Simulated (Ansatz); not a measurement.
Ta (P6_3/mmc, No. 194): the input geometry of a calculation; the starting structure was generated, so it need not be a known form of this composition.

```cif
data_structure
_symmetry_space_group_name_H-M 'P 1'
_symmetry_Int_Tables_number 1
_cell_length_a 2.9540
_cell_length_b 2.9540
_cell_length_c 10.0746
_cell_angle_alpha 90.000
_cell_angle_beta 90.000
_cell_angle_gamma 120.000
_cell_volume 76.14
loop_
_atom_site_label
_atom_site_type_symbol
_atom_site_fract_x
_atom_site_fract_y
_atom_site_fract_z
_atom_site_occupancy
Ta1 Ta 0.00000 0.00000 0.00000 1
Ta2 Ta 0.00000 0.00000 0.50000 1
Ta3 Ta 0.33333 0.66667 0.25000 1
Ta4 Ta 0.66667 0.33333 0.75000 1
```

What will a Z-contrast image along [201] show? Simulation: incoherent imaging, intensity Z^1.8 per atom, probe width 0.61 Å, thin sample. The probe carries 25 % of its weight in a tail 2.5 times as wide. Shot noise was added.

The columns repeat on a centred rectangular net of 2.55 × 5.12 Å (plane group c2mm). The brightest columns hold 2 Ta per repeat; in falling brightness follow 1 Ta (about 50 %). Brightness is counted from the darkest point of the image. The closest visible columns (Ta and Ta) are 0.85 Å apart in projection. Along the beam the structure repeats every 11.68 Å.

| column | atoms along the beam per repeat | peak brightness |
| --- | --- | --- |
| Ta | 2 Ta | 100 % |
| Ta | 1 Ta | 50 % |

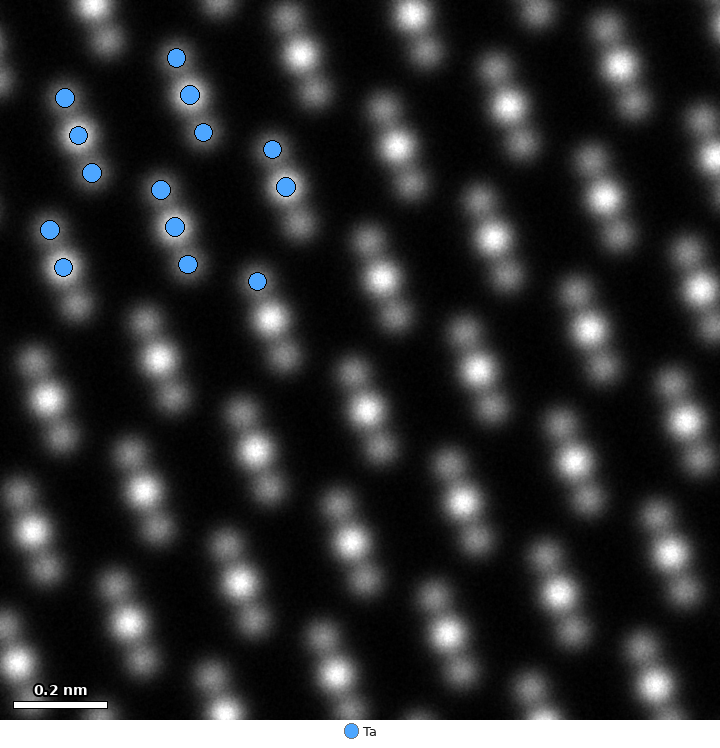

The simulated image, with the columns of the model marked in one corner.
